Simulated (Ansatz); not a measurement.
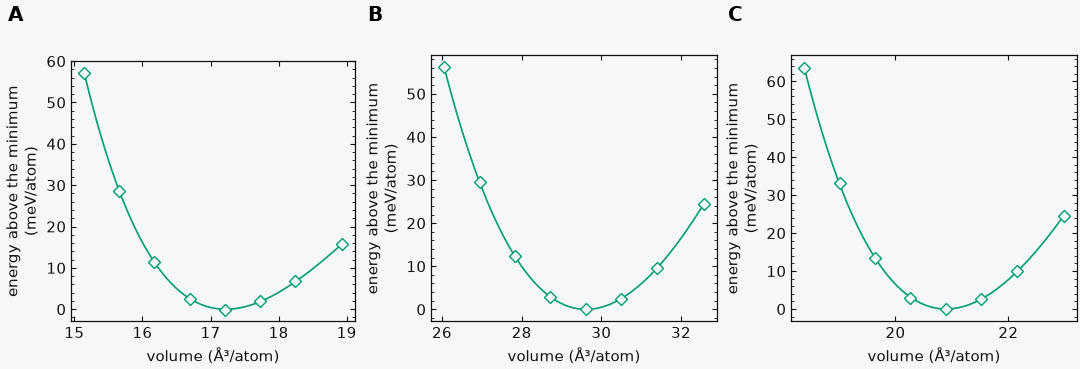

Each panel shows the energy above the minimum against volume for one of these solids: As, R-3m (No. 166); MoS₂, R3m (No. 160); Tl, P6_3/mmc (No. 194).

How it was computed, with Ansatz 0.2.0: third-order Birch-Murnaghan fit to density functional energies at scaled volumes of the given relaxed cell, shape and atoms relaxed at each volume; energies count from the fitted minimum; plane waves with PAW datasets, Γ-centred k mesh. Level: PBE with D3(BJ), no spin polarisation.

> Which panel belongs to which solid?

A is MoS₂ (energy above the minimum from −0.1 meV/atom to 57.2 meV/atom, V0 17.22 Å³/atom, B0 44.7 GPa); B is Tl (energy above the minimum from 0.0 meV/atom to 56.1 meV/atom, V0 29.62 Å³/atom, B0 32.3 GPa); C is As (energy above the minimum from −0.1 meV/atom to 63.6 meV/atom, V0 20.9 Å³/atom, B0 48.6 GPa).

For MoS₂, limits of the calculation: a crossing between the sampled k points may be missed; pressure derivative unusual.

For Tl, limits of the calculation: lies under the reference phase in this functional.
